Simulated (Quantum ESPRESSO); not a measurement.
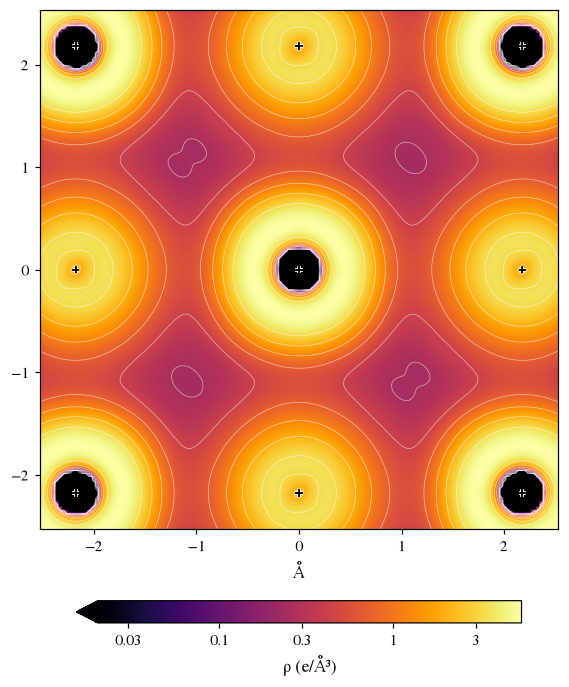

The valence electron density on a plane through atoms (crosses mark nuclei in the plane).

Theory: Quantum ESPRESSO, Kohn-Sham DFT of a periodic cell, PBE, SSSP 1.3 efficiency PBE.

Candidates:
A. Ge, a = 4.09 Å, b = 4.09 Å, c = 3.33 Å, α = 90.00°, β = 90.00°, γ = 120.00°. Space group P-3m1; a generated structure, not necessarily the stable one.
B. SiO2, a = 5.68 Å, b = 5.68 Å, c = 11.32 Å, α = 90.00°, β = 90.00°, γ = 90.00°. Space group I4₁22; a structure from a database of computed crystals, not necessarily the ambient phase.
C. TaN, a = 4.36 Å, b = 4.36 Å, c = 4.36 Å, α = 90.00°, β = 90.00°, γ = 90.00°. Space group Fm-3m; computed pressure about 14 GPa in this cell.

Question: Which system is this?

Answer: Candidate C: TaN on the (100) plane of the conventional cell, which holds Ta and N. Ta–N (2.18 Å): ρ at the midpoint is about 0.56 e/Å³. Ta–Ta (3.08 Å): the density is about 0.24 e/Å³ at the midpoint.
